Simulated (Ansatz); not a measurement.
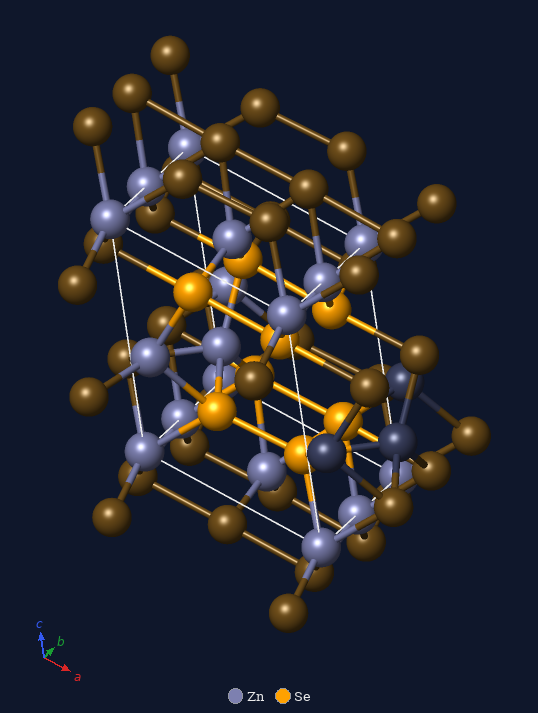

Drawn in the ball-and-stick manner and seen slightly off an axis. One unit cell is outlined, and atoms on its boundary appear in each equivalent place. The first bonded neighbours in the surrounding cells are also shown, in fainter colours.

Zn5Se8, a = 5.65 Å, b = 8.16 Å, c = 8.19 Å, α = 116.27°, β = 105.48°, γ = 99.00°.

All computed values are from DFT PBE, scalar-relativistic, plane waves, PAW in Ansatz. Settings: a basis cut at 420 eV, k-points about 0.24 Å⁻¹ apart, Gaussian smearing of 0.1 eV, no spin polarisation.

Metal or not?

A metal: bands cross the Fermi level.

How far is the cell from zero pressure?

The computed pressure is 0.4 GPa (compressed: it would expand). The stress isn't hydrostatic: its largest component is 1.2 GPa.

The model was built from a structure type filled with these elements by a generator (whether the compound takes this form wasn't checked). Earlier steps of the study may have refined or changed the cell and positions. It was the input of a calculation with Ansatz.
